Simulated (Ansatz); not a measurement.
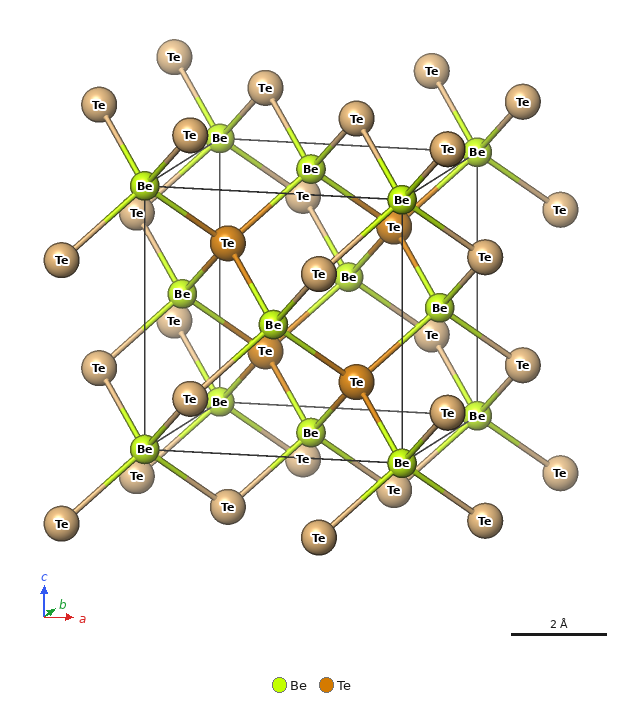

**Figure 1.** The structure (ball-and-stick view of the cell 4 times as large as that of the calculation, set on its symmetry axes, seen slightly off an axis; neighbours outside the cell are drawn fainter). Near neighbours in the crystal (not all of them lie inside the picture): Be has 4 Te at 2.45 Å; Te has 4 Be at 2.45 Å.

## Run report: BeTe, band-structure calculation

BeTe (F-43m, 2 atoms in the cell), computed with DFT, PBE, plane waves, PAW, no spin polarisation (Ansatz 0.2.0).

The structure derives from an entry of the Crystallography Open Database. The geometry comes from this level: r2SCAN (a point of a series of strains).

### Input file
```yaml
crystal:
  lattice:
    - [0.0, 2.828622876, 2.828622876]
    - [2.828622876, 0.0, 2.828622876]
    - [2.828622876, 2.828622876, 0.0]
  atoms:
    - { symbol: Be, position: [0.0, 0.0, 0.0] }
    - { symbol: Te, position: [0.25, 0.25, 0.25] }
kpoints:
  mp_grid: { grid: [8, 8, 8] }
  band_path:
    path:
      - [0.0, 0.0, 0.0]
      - [-0.5, -0.5, 0.0]
      - [-0.375, -0.375, 0.25]
      - [-0.375, 0.0, 0.375]
      - [0.0, 0.0, 0.5]
      - [-0.5, -0.25, 0.25]
      - [0.0, 0.5, 0.5]
    npoints: 1
hamiltonian:
  xc: pbe
scf:
  occupations: { method: fermi_dirac, width: 0.02 }
  n_extra_bands: 4
output:
  forces: true
  stress: true
  eigenvalues: true
  write_density: true
  write_potential: true
  elf: true
  volumetric_format: npy
```

Run as:
```bash
ansatz run input.yaml --threads 4 --pin off --max-ram 4608MiB --backend cpu --events-out ev --progress --plain --runs-dir out
```

### The program's output
```
scf.n_extra_bands = 4 over 9 filled bands (N_el = 18.0): the run solves 13 bands
Engine: ansatz 0.2.0, aarch64-unknown-linux-gnu
Pseudopotentials: kind: paw
Pseudopotential: Be, paw, valence charge 2, recommended cutoff 420 eV (normal), Be.paw.azcp
Pseudopotential: Te, paw, valence charge 16, recommended cutoff 420 eV (normal), Te.paw.azcp
Functional definition: PBE
  parameter kappa = 0.804
  parameter beta = 0.06672455060314922
  exchange = pbe_x(kappa = kappa, mu = beta*pi^2/3)
  correlation = pbe_c(beta = beta)
Crystal: 2 atoms, lattice volume = 45.264 Å³
Basis set: ecut = 420 eV, 893 PW (Γ), exchange–correlation on 54×54×54 points (8 copies of the dense FFT grid, shifted against one another)
Bands: 13, of which v1, the nominal top of the filled ones, is band 9 counted from 1 (8 counted from 0)
Symmetry: 24 space group operations
Space group: F-43m (ITA 216), of the structure as read, at distance tolerance 3.6e-5 Å
k-points: 29 of 512 (time reversal used)
Non-local potential: Be, projectors of the file, l = 0: 2, l = 1: 2, l = 2: 1
Non-local potential: Te, projectors of the file, l = 0: 2, l = 1: 2, l = 2: 2, l = 3: 2
PAW form: soft (Blöchl's): semilocal exchange-correlation on the pseudo side does not see the compensation charge
PAW one-centre angular grid: Be, 110 points (default); XC on 64 Gauss nodes
PAW one-centre angular grid: Te, 590 points (default); XC on 64 Gauss nodes
Initial density: superposition of atomic densities (neutral atoms: chi_scale 0, normalization atom), corrected by the library's trained network
Initial wavefunctions: pseudopotential atomic-orbital guess
Functional: x = pbe(κ = 0.804, μ = 0.2195149727645171), c = pbe(β = 0.06672455060314922)
SCF iter   1: F=—  HF=-7073.444836 eV  |F-HF|=—  |Δ(HF+E_count)|=         —  Δρ=5.63e-4  dr2=1.98e-4  ethr=1.77e-3  ⟨swp⟩=7.2  Hψ=2489  notcnv=0
preconditioner: auto → none  [insulator: Δε(μ)=2.022 eV  Ē_g=10.232 eV  σ=0.020 eV  W_gap=1.00  n_scr=14 (ndim 8)  ℏωp=15.6 eV  f_vac=0.010  D(μ)=0.00/eV (n_scr^D=0)  ε∞_Penn≈3.3]
SCF iter   2: F=—  HF=-7073.444679 eV  |F-HF|=—  |Δ(HF+E_count)|=   1.57e-4  Δρ=4.08e-4  dr2=1.24e-4  ethr=1.10e-6  ⟨swp⟩=2.3  Hψ=971  notcnv=0
SCF iter   3: F=—  HF=-7073.444645 eV  |F-HF|=—  |Δ(HF+E_count)|=   3.39e-5  Δρ=2.15e-4  dr2=2.12e-5  ethr=6.90e-7  ⟨swp⟩=2.1  Hψ=485  notcnv=0
SCF iter   4: F=—  HF=-7073.444693 eV  |F-HF|=—  |Δ(HF+E_count)|=   4.82e-5  Δρ=1.26e-4  dr2=1.42e-5  ethr=1.18e-7  ⟨swp⟩=2.0  Hψ=638  notcnv=0
SCF iter   5: F=—  HF=-7073.444690 eV  |F-HF|=—  |Δ(HF+E_count)|=   3.17e-6  Δρ=7.77e-5  dr2=5.39e-6  ethr=7.87e-8  ⟨swp⟩=1.0  Hψ=377  notcnv=0
SCF iter   6: F=—  HF=-7073.444688 eV  |F-HF|=—  |Δ(HF+E_count)|=   1.79e-6  Δρ=3.07e-5  dr2=8.48e-7  ethr=3.00e-8  ⟨swp⟩=2.0  Hψ=486  notcnv=0
SCF iter   7: F=-7073.444688 eV  HF=-7073.444688 eV  |F-HF|=7.77e-8  |Δ(HF+E_count)|=   2.96e-7  Δρ=1.01e-5  dr2=8.94e-8  ethr=5.56e-10  ⟨swp⟩=7.2  Hψ=2360  notcnv=0
SCF 1 converged in 7 iterations: F = -7073.444688 eV  dr2 = 8.94e-8
  greatest PAW one-centre occupation: 0.998 electrons in one spin orbital (limit 2), on the Te atom at site 1 (counted from 0), in its partial waves of l = 2
```

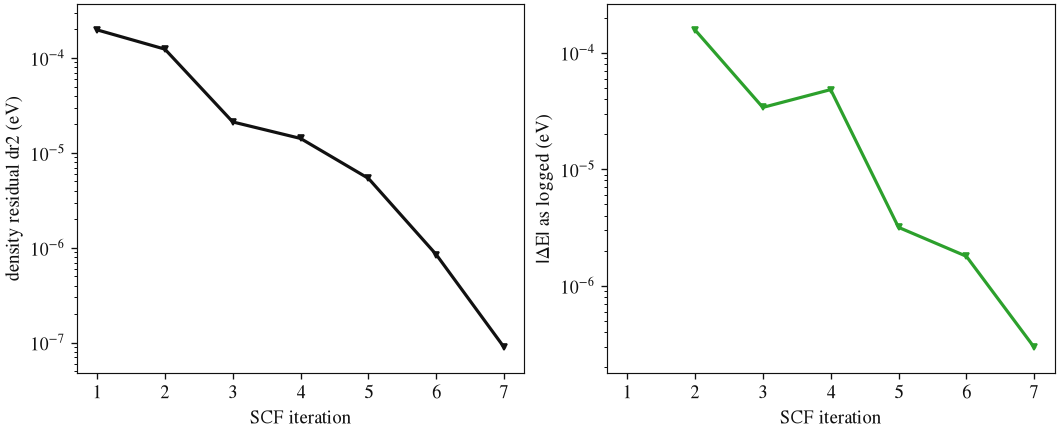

**Figure 2.** Convergence of the self-consistent field: density residual dr2 and size of the energy change against the SCF iteration. The residual falls at every step.

```
NSCF: frozen V_eff on 7 k-points
SCF converged after 7 iterations
Free energy (F): -7073.444688 eV
Harris-Foulkes:  -7073.444688 eV  (|F-HF|=7.77e-8)
Internal energy: -7073.444688 eV  (E = F + TS)
E sigma→0 (E₀):  -7073.444688 eV
Fermi energy:    8.240619 eV
--- Per-component energies (eV) ---
  E_band       = -270.568889
  E_kinetic    = 199.494544
  E_local      = -1380.675285  (includes V_loc(G=0)·N_el)
  E_nonlocal   = -305.146982
  E_hartree    = 861.296232
  E_xc         = -143.228340
  E_vxc        = -123.954998  (∫ρ·V_xc dr)
  E_paw        = -4722.758548  (= ΣΔE_a)
  E_vpaw       = -382.866857  (= ΣTr[D̂ρ^β])
  E_aug_tail   = -0.000180  (compensation charges beyond the density's cutoff)
  E_ewald      = -1582.426129
  E_smearing   = -0.000000  (= −TS)
  E_closure    = 0.000000  (closes the sum)
  Σ components = -7073.444688   (vs F -7073.444688, Δ=0.00e0)
--- Forces (eV/Å), atoms counted from 1 ---
  atom   1  Be     0.00000000    -0.00000000    -0.00000000
  atom   2  Te     0.00000000    -0.00000000    -0.00000000
  max |Σ_I F_I| component: 3.17e-16 eV/Å
--- Stress (GPa, compression-positive) ---
        0.201696      -0.000000      -0.000000
       -0.000000       0.201696       0.000000
       -0.000000       0.000000       0.201696
  P = ⅓ Tr σ = 0.2017 GPa (2.017 kbar)
--- Band table (eV; the first three rows and the last of 29) ---
  k-point 0: bands = ["-28.9730", "-28.9730", "-28.9730", "-28.9609", "-28.9609", "-4.9792", "7.2305", "7.2305", "7.2305", "10.8697", "10.8697", "10.8697", "10.9577"]
  k-point 1: bands = ["-28.9727", "-28.9725", "-28.9725", "-28.9609", "-28.9609", "-4.8347", "5.9361", "7.0019", "7.0019", "10.7584", "11.2069", "11.2069", "12.2691"]
  k-point 2: bands = ["-28.9720", "-28.9715", "-28.9715", "-28.9607", "-28.9607", "-4.4369", "3.9628", "6.5733", "6.5733", "10.5265", "11.7339", "11.7339", "14.2021"]
  k-point 28: bands = ["-28.9709", "-28.9703", "-28.9669", "-28.9616", "-28.9595", "-3.1626", "2.7122", "3.6154", "4.0957", "12.5291", "12.7750", "12.8206", "13.3807"]
```

### File bands.tsv
```
# k_distance	band_0	band_1	band_2	band_3	band_4	band_5	band_6	band_7	band_8	band_9	band_10	band_11	band_12
# fermi_ev = 8.240619
# lock_threshold_ev = 1e-6
# [0, 0, 0] at k_distance = 0.000000
# [-0.5, -0.5, 0] at k_distance = 1.110644
# [-0.375, -0.375, 0.25] at k_distance = 1.503316
# [-0.375, 0, 0.375] at k_distance = 2.183443
# [0, 0, 0.5] at k_distance = 2.863571
# [-0.5, -0.25, 0.25] at k_distance = 3.648915
# [0, 0.5, 0.5] at k_distance = 4.890653
# levels_relative_to = fermi_ev
# free_energy_ev = -7073.444688
# largest_residual_norms_ev = 3.623e-4 3.476e-4 3.669e-4 3.265e-4 3.198e-4 1.400e-3 1.043e-3 4.872e-4 2.447e-3 1.560e-3 1.175e-3 1.547e-3 1.783e-3
0.000000	-37.213597	-37.213597	-37.213597	-37.201560	-37.201560	-13.219850	-1.010086	-1.010086	-1.010086	2.629039	2.629039	2.629039	2.717057
1.110644	-37.214955	-37.207483	-37.207483	-37.203316	-37.199075	-11.434819	-6.045441	-3.599074	-3.599074	1.010099	1.690036	8.647196	8.647196
1.503316	-37.213169	-37.208757	-37.208337	-37.202382	-37.199898	-11.457415	-5.698666	-4.806958	-3.194267	1.728819	4.264421	6.854120	7.126502
2.183443	-37.213169	-37.208757	-37.208337	-37.202382	-37.199898	-11.457415	-5.698666	-4.806958	-3.194267	1.728819	4.264421	6.854120	7.126502
2.863571	-37.211750	-37.211053	-37.211053	-37.200652	-37.200652	-11.911814	-6.456544	-2.117182	-2.117182	2.041474	3.610474	3.610474	6.823499
3.648915	-37.211515	-37.210935	-37.207494	-37.202240	-37.200116	-11.403257	-5.528416	-4.625259	-4.144932	4.288495	4.534366	4.580029	5.140116
4.890653	-37.214955	-37.207483	-37.207483	-37.203316	-37.199075	-11.434819	-6.045441	-3.599074	-3.599074	1.010099	1.690036	8.647196	8.647196
```

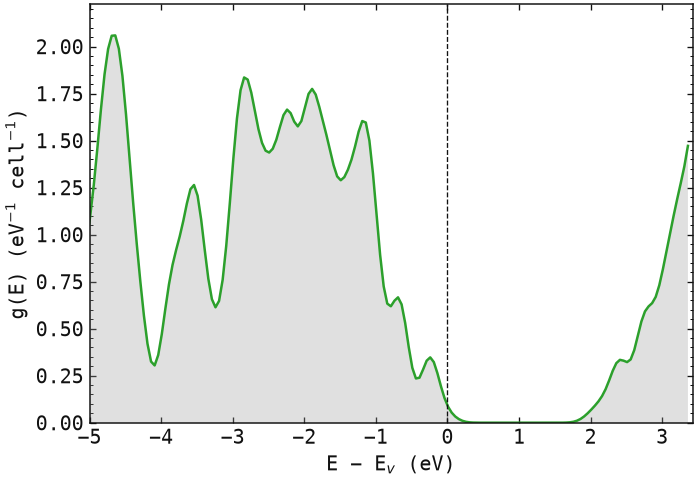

**Figure 3.** Density of states (the curve is built from the levels of the k mesh with Gaussians 0.3 eV wide, which also blur the band edges), with energies from the valence-band top. There is a gap of 2.02 eV on the k-point mesh. The curves stop near 2.4 eV above the Fermi level, where the computed bands end. Small ripples come from the finite k-point mesh.

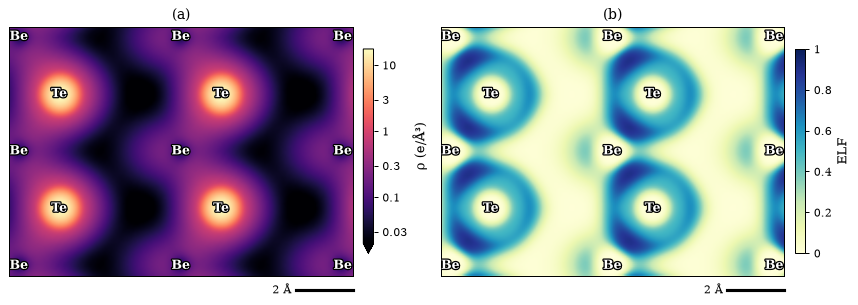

**Figure 4.** (a) valence charge density (pseudo); (b) electron localisation function on the (110) plane of the conventional cell. Atoms in the plane: Be and Te. Be–Te (2.45 Å): ρ at the midpoint is about 0.5 e/Å³; the ELF peaks at about 0.90 between the atoms (a shared electron pair). Away from the nuclei the density in this plane falls to 0.01 e/Å³ at its lowest. The fields are those of the smooth PAW valence density.

### Key numbers

| quantity | value |
| --- | --- |
| outcome | converged |
| space group (tolerance 0.01 Å) | F-43m (216) |
| electrons treated | 18 |
| free energy | −7073.4447 eV |
| Fermi energy | 8.241 eV |
| gap on the k-point mesh | 2.02 eV |
| pressure | 0.20 GPa |
| largest force (length of the vector) | under 0.001 eV/Å |
| hardware | 4 threads of Arm Neoverse V1, 24 GiB of memory available, shared host |
| wall time | 0.93 s (CPU time 3 s) |
| peak memory | 0.32 GiB |

### Notes

Spin-orbit coupling is left out, which matters for Te.
